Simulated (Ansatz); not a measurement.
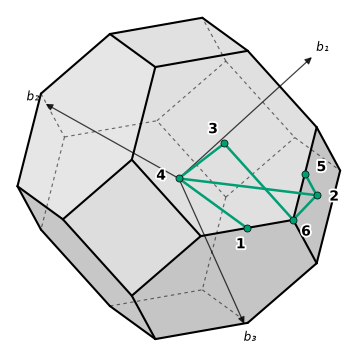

Crystal: W, the input geometry of an electronic-structure calculation (not necessarily at equilibrium); the starting structure was generated, so it need not be a known form of this composition. The first Brillouin zone of a face-centred cubic lattice (cF; extended symbol cF2) is drawn with its special points numbered. Symmetry computed with spglib at a tolerance of 0.002 Å; standard conventional cell.

a = 5.832 Å, b = 5.832 Å, c = 5.832 Å, α = 90.00°, β = 90.00°, γ = 90.00°.

Labels and path follow the convention of Hinuma et al. (2017), as computed by seekpath; the arrows show the directions of the reciprocal primitive vectors b₁, b₂, b₃, in which coordinates are given.

### Give the label and coordinates of each numbered point.

```json
{"no.": "1", "label": "K", "coordinates": "(3/8, 3/8, 3/4)"}
{"no.": "2", "label": "X", "coordinates": "(1/2, 0, 1/2)"}
{"no.": "3", "label": "L", "coordinates": "(1/2, 1/2, 1/2)"}
{"no.": "4", "label": "Γ", "coordinates": "(0, 0, 0)"}
{"no.": "5", "label": "U", "coordinates": "(5/8, 1/4, 5/8)"}
{"no.": "6", "label": "W", "coordinates": "(1/2, 1/4, 3/4)"}
```
